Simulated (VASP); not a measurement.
# RPA total energies of MgO (Periclase), part 6 of 6

Aim: total energies of MgO (Periclase) from exact exchange and RPA correlation, beside cheaper functionals. The scan starts from a database cell, scaled to the smallest volume of the series. The cell is of the rock-salt type, one of the forms listed for this formula. The start is a cell from a database of measured crystal structures.

VASP 6.6.1, plane waves and PAW; the level of theory is named at each step.

So far. Step 31 (Exact exchange, volume ratio 1.06): The Hartree-Fock energy on these orbitals is -10.6262 eV an atom. Step 32 (Empty bands, volume ratio 1.06): WAVECAR now holds 608 bands for 8 electrons.

The database entry behind the starting cell differs from later determinations by our own check (about 0.1 % long), so it need not match the best structure at ambient conditions.

### 33. RPA correlation, volume ratio 1.06

This step: RPA correlation on PBE orbitals; plane waves and PAW (Mg_GW, O_GW) (VASP 6.6.1).

RPA correlation at this point.

INCAR

```
SYSTEM = MgO
PREC = Accurate
ENCUT = 560
ISMEAR = 0
SIGMA = 0.05
LREAL = .FALSE.
GGA = PE
NBANDS = 608
ALGO = ACFDT
ENCUTGW = 200
NOMEGA = 12
PRECFOCK = Fast
LWAVE = .FALSE.
LCHARG = .FALSE.
```

POSCAR

```
MgO
1.0
    0.0000000000      2.1498536361      2.1498536361
    2.1498536361      0.0000000000      2.1498536361
    2.1498536361      2.1498536361      0.0000000000
Mg O
1 1
Direct
    0.0000000000      0.0000000000      0.0000000000
    0.5000000000      0.5000000000      0.5000000000
```

KPOINTS

```
Automatic mesh
0
Gamma
4 4 4
0 0 0
```

Potentials, in the order of the species: Mg_GW and O_GW (PBE family, release 64).

Command:

```sh
mpirun -np 8 vasp_std
```

What it wrote:

```text
[banner, memory and clock lines left out]
running    8 mpi-ranks, on    1 nodes
[...]
[... a notice as in an earlier step ...]

 LDA part: xc-table for (Slater+PW92), standard interpolation
 found WAVECAR, reading the header
 POSCAR, INCAR and KPOINTS ok, starting setup
[...]
reading WAVECAR
 the WAVECAR file was read successfully
 initial charge from wavefunction
 available memory per node:     56.44 GB, setting MAXMEM to     57797

 The Fermi energy was updated, please check that it is located mid-gap
 values below the HOMO (VB) or above the LUMO (CB) will cause erroneous energies
 E-fermi :   4.8181

 the WAVEDER file was read successfully
 set NWRITE>2 for more details about minimax calculation
 number of imaginary grid points requested:      12
 number of distinct grids requested:  1
 quadrature errors minimized for energies in [ 0.414E+01, 0.565E+03 ]
 bosonic grid (T=0, re) determined with error: 0.4790E-08
 bosonic grid (re): 0.4790E-08
[...]
NQ=   2    0.2500    0.0000    0.0000,
|.........|.........|.........|.........
 performed       3710000 updates of chi_q(r,r)
 total number of BLAS operations        537.25 Gflops
NQ=   3    0.5000    0.0000    0.0000,
|.........|.........|.........|.........
 performed       5565000 updates of chi_q(r,r)
 total number of BLAS operations        751.00 Gflops
NQ=   4    0.2500    0.2500    0.0000,
|.........|.........|.........|.........
 performed       7420000 updates of chi_q(r,r)
 total number of BLAS operations       1013.57 Gflops
NQ=   5    0.5000    0.2500    0.0000,
|.........|.........|.........|.........
 performed       9275000 updates of chi_q(r,r)
 total number of BLAS operations       1241.81 Gflops
NQ=   6   -0.2500    0.2500    0.0000,
|.........|.........|.........|.........
 performed      11130000 updates of chi_q(r,r)
 total number of BLAS operations       1508.35 Gflops
NQ=   7    0.5000    0.5000    0.0000,
|.........|.........|.........|.........
 performed      12985000 updates of chi_q(r,r)
 total number of BLAS operations       1708.09 Gflops
NQ=   8   -0.2500    0.5000    0.2500,
|.........|.........|.........|.........
 performed      14840000 updates of chi_q(r,r)
 total number of BLAS operations       1907.83 Gflops
 entering main loop
```

Wall time 28 s (8 MPI ranks of Intel Xeon Platinum 8488C (Sapphire Rapids), shared host); peak memory 1.4 GiB; 2.9 min of CPU time.

Parts of OUTCAR (step 33):

```text
      cutoff energy     smooth cutoff   RPA   correlation   Hartree contr. to MP2
---------------------------------------------------------------------------------
            200.000           160.000      -10.4172008627      -16.8178151492
            190.476           152.381      -10.2761540823      -16.6262624138
            181.406           145.125      -10.1291296773      -16.4228406373
            172.768           138.214       -9.9735305881      -16.2036366844
            164.541           131.632       -9.8131173091      -15.9731675043
            156.705           125.364       -9.6483049502      -15.7322829256
            149.243           119.394       -9.4765239279      -15.4773768273
            142.136           113.709       -9.2956884497      -15.2043583510
  linear regression

[... 2 parts as in an earlier step ...]

[... 2 further parts left out ...]
[key lines of the parts left out:]
E-fermi :   4.8181
```

Extrapolated by the program to an infinite response cutoff, the correlation energy is -6.0370 eV an atom, -17 meV against the point before. With exact exchange the total is -16.6632 eV an atom.

### 34. Comparison: r2SCAN, volume ratio 1.06

This step: r2SCAN; plane waves and PAW (Mg_GW, O_GW) (VASP 6.6.1).

The comparison at this point.

INCAR

```
SYSTEM = MgO
PREC = Accurate
ENCUT = 560
EDIFF = 1E-06
NELM = 100
ISMEAR = 0
SIGMA = 0.05
LREAL = .FALSE.
ALGO = Normal
METAGGA = R2SCAN
LASPH = .TRUE.
NBANDS = 10
LWAVE = .FALSE.
LCHARG = .FALSE.
KPAR = 8
```

POSCAR is that of step 33.

KPOINTS is that of step 33.

Command:

```sh
mpirun -np 8 vasp_std
```

What it wrote:

```text
[... set-up lines as in an earlier step ...]
 entering main loop
       N       E                     dE             d eps       ncg     rms          rms(c)
DAV:   1     0.441557409307E+02    0.44156E+02   -0.53765E+03   168   0.823E+02
DAV:   2    -0.175831448078E+02   -0.61739E+02   -0.57786E+02   176   0.284E+02
DAV:   3    -0.199044833242E+02   -0.23213E+01   -0.23154E+01   208   0.469E+01
DAV:   4    -0.199310371208E+02   -0.26554E-01   -0.26551E-01   196   0.470E+00
[...]
DAV:  11    -0.161316153729E+02   -0.26202E-05   -0.57424E-05   230   0.775E-02    0.532E-03
DAV:  12    -0.161316173512E+02   -0.19783E-05   -0.13697E-06   116   0.119E-02    0.265E-03
DAV:  13    -0.161316175538E+02   -0.20267E-06   -0.36840E-07   108   0.584E-03
   1 F= -.16131618E+02 E0= -.16131618E+02  d E =-.662873E-16
```

Wall time 8 s (8 MPI ranks); peak memory 1 GiB.

From OUTCAR (step 34):

```text
  Total       -1.3954173     -1.3954173     -1.3954173     -0.0000000     -0.0000000      0.0000000
  in kB     -112.5014191   -112.5014191   -112.5014191     -0.0000000     -0.0000000      0.0000000
  external PRESSURE =    -112.5014191 kB  Pullay stress =       0.0000000 kB

 POSITION                                       TOTAL-FORCE (eV/Angst)
 -----------------------------------------------------------------------------------
      0.00000      0.00000      0.00000         0.000000      0.000000     -0.000000
      2.14985      2.14985      2.14985        -0.000000     -0.000000      0.000000
 -----------------------------------------------------------------------------------
    total drift:                               -0.000000     -0.000000      0.000000

  FREE ENERGIE OF THE ION-ELECTRON SYSTEM (eV)
  ---------------------------------------------------
  free  energy   TOTEN  =       -16.1316175538 eV

  energy  without entropy=      -16.1316175538  energy(sigma->0) =      -16.13161755

[... 2 parts as in an earlier step ...]

[... 1 further part left out ...]
[key lines of the parts left out:]
E-fermi :   2.6168
```

Its energy is -8.0658 eV an atom, on a zero of its own.

### 35. Orbitals for comparison: HSE06, volume ratio 1.06

This step: PBE; plane waves and PAW (Mg_GW, O_GW) (VASP 6.6.1).

Starting orbitals, as before.

INCAR

```
SYSTEM = MgO
PREC = Accurate
ENCUT = 560
EDIFF = 1E-05
NELM = 100
ISMEAR = 0
SIGMA = 0.05
LREAL = .FALSE.
ALGO = Normal
GGA = PE
NBANDS = 10
LORBIT = 11
LWAVE = .TRUE.
LCHARG = .FALSE.
KPAR = 8
```

POSCAR is that of step 34.

KPOINTS is that of step 34.

Command:

```sh
mpirun -np 8 vasp_std
```

What it wrote:

```text
[... set-up lines as in an earlier step ...]
 entering main loop
       N       E                     dE             d eps       ncg     rms          rms(c)
[... 10 cycles as in an earlier step ...]
DAV:  11    -0.119103461740E+02   -0.70658E-06   -0.79840E-06   114   0.316E-02
   1 F= -.11910346E+02 E0= -.11910346E+02  d E =-.443796E-16
 writing wavefunctions
```

Wall time 2 s (8 MPI ranks); peak memory 1 GiB.

From OUTCAR (step 35):

```text
  Total       -0.6913848     -0.6913848     -0.6913848     -0.0000000      0.0000000      0.0000000
  in kB      -55.7408703    -55.7408703    -55.7408703     -0.0000000      0.0000000      0.0000000
  external PRESSURE =     -55.7408703 kB  Pullay stress =       0.0000000 kB

 POSITION                                       TOTAL-FORCE (eV/Angst)
 -----------------------------------------------------------------------------------
      0.00000      0.00000      0.00000         0.000000      0.000000      0.000000
      2.14985      2.14985      2.14985         0.000000      0.000000      0.000000
 -----------------------------------------------------------------------------------
    total drift:                               -0.000000     -0.000000      0.000000

  FREE ENERGIE OF THE ION-ELECTRON SYSTEM (eV)
  ---------------------------------------------------
  free  energy   TOTEN  =       -11.9103461740 eV

  energy  without entropy=      -11.9103461740  energy(sigma->0) =      -11.91034617

[... 2 parts as in an earlier step ...]

[... 1 further part left out ...]
[key lines of the parts left out:]
E-fermi :   3.0275
```

The run ends at a pressure of -5.57 GPa.

### 36. Comparison: HSE06, volume ratio 1.06

This step: HSE06; plane waves and PAW (Mg_GW, O_GW) (VASP 6.6.1).

The comparison at this point.

INCAR

```
SYSTEM = MgO
PREC = Accurate
ENCUT = 560
EDIFF = 1E-06
NELM = 100
ISMEAR = 0
SIGMA = 0.05
LREAL = .FALSE.
ALGO = Normal
LHFCALC = .TRUE.
AEXX = 0.25
GGA = PE
HFSCREEN = 0.2
LASPH = .TRUE.
NBANDS = 10
PRECFOCK = Fast
LWAVE = .FALSE.
LCHARG = .FALSE.
KPAR = 8
```

POSCAR is that of step 35.

KPOINTS is that of step 35.

The WAVECAR or CHGCAR of an earlier step is read.

Command:

```sh
mpirun -np 8 vasp_std
```

What it wrote:

```text
[... set-up lines as in an earlier step ...]
 entering main loop
       N       E                     dE             d eps       ncg     rms          rms(c)
DAV:   1    -0.142086541680E+02   -0.14209E+02   -0.33980E-01   180   0.760E+00    0.320E-01
DAV:   2    -0.142097094553E+02   -0.10553E-02   -0.23852E-03   236   0.529E-01    0.224E-01
DAV:   3    -0.142090724310E+02    0.63702E-03   -0.49715E-04   180   0.136E-01    0.144E-01
DAV:   4    -0.142088724711E+02    0.19996E-03   -0.93548E-05   206   0.165E-01    0.851E-02
DAV:   5    -0.142088036186E+02    0.68853E-04   -0.28649E-05   200   0.115E-01    0.476E-02
DAV:   6    -0.142087816965E+02    0.21922E-04   -0.89813E-06   212   0.599E-02    0.270E-02
DAV:   7    -0.142087744609E+02    0.72356E-05   -0.32052E-06   192   0.304E-02    0.158E-02
DAV:   8    -0.142087721061E+02    0.23548E-05   -0.11473E-06   122   0.176E-02    0.934E-03
DAV:   9    -0.142087714015E+02    0.70460E-06   -0.41800E-07    90   0.112E-02
   1 F= -.14208771E+02 E0= -.14208771E+02  d E =-.613383E-13
```

Elapsed: 9.8 s, on 8 MPI ranks; peak memory 1.7 GiB; 59 s of CPU time.

OUTCAR, selected parts (step 36):

```text
 POSITION                                       TOTAL-FORCE (eV/Angst)
 -----------------------------------------------------------------------------------
      0.00000      0.00000      0.00000        -0.000000      0.000000     -0.000000
      2.14985      2.14985      2.14985         0.000000     -0.000000      0.000000
 -----------------------------------------------------------------------------------
    total drift:                                0.000414      0.000610      0.000638

  FREE ENERGIE OF THE ION-ELECTRON SYSTEM (eV)
  ---------------------------------------------------
  free  energy   TOTEN  =       -14.2087714015 eV

  energy  without entropy=      -14.2087714015  energy(sigma->0) =      -14.20877140

[... 2 parts as in an earlier step ...]

[... 1 further part left out ...]
[key lines of the parts left out:]
E-fermi :   1.7431
```

Its energy is -7.1044 eV an atom, on a zero of its own.

### 37. Summary

This step: exact exchange and RPA correlation on PBE orbitals, beside r2SCAN, beside HSE06; plane waves and PAW (VASP 6.6.1).

This step runs nothing: it gathers the runs above.

Numbers from this step:

```yaml
equilibrium_volume_exx_rpa: 9.590 Å³/atom
bulk_modulus: 166.7 GPa
```

The energy above the lowest point by volume; values in meV/atom:

```tsv
volume (Å³/atom)	PBE	EXX	EXX+RPA	r2SCAN	HSE06
8.811	31.7	3.93	37.8	8.95	9.80
9.093	11.5	0	14.5	0	0
9.374	1.43	6.53	2.77	0.842	0.0471
9.655	0	22.0	0	9.97	8.45
9.936	6.09	45.1	6.10	26.3	24.1
```

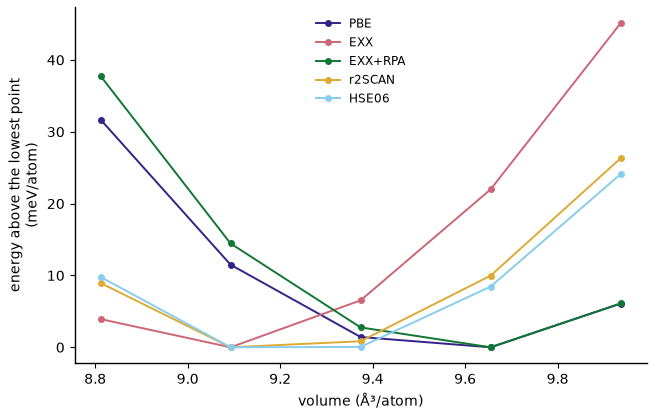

Energy above the lowest point, plotted against volume.

Cost is wall time times ranks on a shared host; the EXX and RPA rows hold the orbitals run too, the hybrid row not its starting run, and runs of a few seconds are mostly start-up. Fits of the equation of state:

```tsv
level	V0 (Å³/atom)	B0 (GPa)	fit error (meV/atom)	minimum inside the series	cost a point (core minutes)
PBE	9.562	151.9	0.009457	yes	0.31
EXX	9.051	195.5	0.004148	yes	0.97
EXX+RPA	9.59	166.7	0.1309	yes	5.04
r2SCAN	9.206	170.4	0.01183	yes	0.98
HSE06	9.231	169.7	0.009061	yes	1.41
```

### 38. Results

```
PBE     : V0 9.562 Å³/atom, B0 152 GPa
EXX     : V0 9.051 Å³/atom, B0 195 GPa
EXX+RPA : V0 9.590 Å³/atom, B0 167 GPa
r2SCAN  : V0 9.206 Å³/atom, B0 170 GPa
HSE06   : V0 9.231 Å³/atom, B0 170 GPa
```

Exact exchange with RPA correlation puts the minimum at 9.590 Å³ an atom, with a bulk modulus of 167 GPa. PBE puts the volume 0.29 % below EXX+RPA, at roughly 1/16 of its cost. r2SCAN puts the volume 4.0 % below EXX+RPA, at roughly 1/5 of its cost. HSE06 puts the volume 3.7 % below EXX+RPA, at roughly 1/4 of its cost. Correlation widens the exact-exchange volume by 6.0 %. Mesh, ENCUT and response cutoff weren't varied, and the extrapolation in the response cutoff changes with the volume, so small differences in volume between the levels aren't resolved. Exact exchange and correlation are taken on one coarse mesh and aren't self-consistent; the correlation energy is extrapolated in the response cutoff by the program, which at the first volume adds -838 meV an atom to the value at the highest cutoff and varies with the volume; a small fit error says nothing about that part. NBANDS follows the largest plane-wave count of any k point, which rises in steps with the volume. The cheaper functionals share the mesh, and the fits are third-order Birch-Murnaghan curves. Not tabulated here, as repeats of values shown or as unfit to read for their mesh, reference level or band range: eps2 curves (empty bands); eps1 curves and static values (empty bands); gaps (empty bands).

[Lines on the potential files, build, host, timing and source positions are cut from VASP's logs without a mark.]

[Logs are printed without paths, hosts, clocks, repeated set-up lines and the standing remarks that a program may print on its own settings, such as how far it seeks lower states.]

[Hosts, paths, dates, database ids (printed as entryN), source tags and the programs' standing remarks are cut or masked in the printed files.]

[Pressures printed for these runs are not shown converged in the cutoff: they can be off by several GPa and have the wrong sign.]
